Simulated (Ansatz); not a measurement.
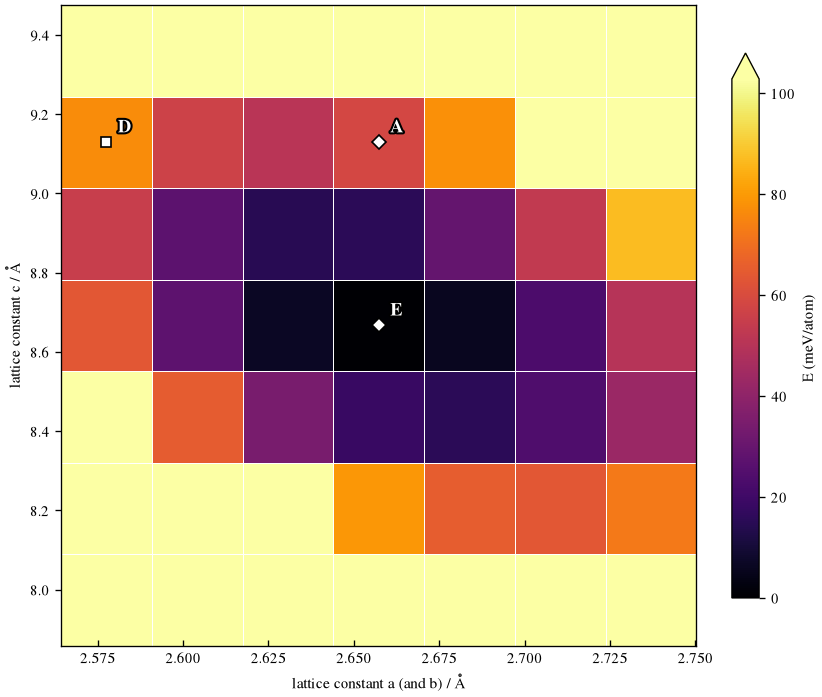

Rh (P6_3/mmc, No. 194; 4 atoms in the cell). The energy is mapped over the lattice constants a and c of the conventional cell. First axis: lattice constant a (and b). Second axis: lattice constant c. Nothing is relaxed (symmetry fixes all fractional coordinates). The scan uses a 7 × 7 grid. Points are written as (first, second). Energies are in meV/atom, from the lowest grid point. Method: Ansatz 0.2.0, DFT LDA, scalar-relativistic, plane waves, PAW. Settings: cutoff 420 eV, k-mesh 18×18×6 in the order of the run's cell vectors, gaussian smearing 0.15 eV, no spin polarisation.

In the figure: one coloured cell a grid point, one colour for all values above the top of the scale, lettered points.

Is E the lowest point of the computed grid?

Yes. E, at (2.657 Å, 8.667 Å), has the lowest energy of the grid.

Rank the lettered points by energy, lowest first.

E (0 meV/atom), A (58 meV/atom), D (77 meV/atom).

What kind of point is each of A, E: minimum, saddle, maximum or slope?

A: on a slope; E: minimum. (In these two coordinates alone; a stationary point may lie a little off the grid point.)

PAW datasets: the set soft_1.
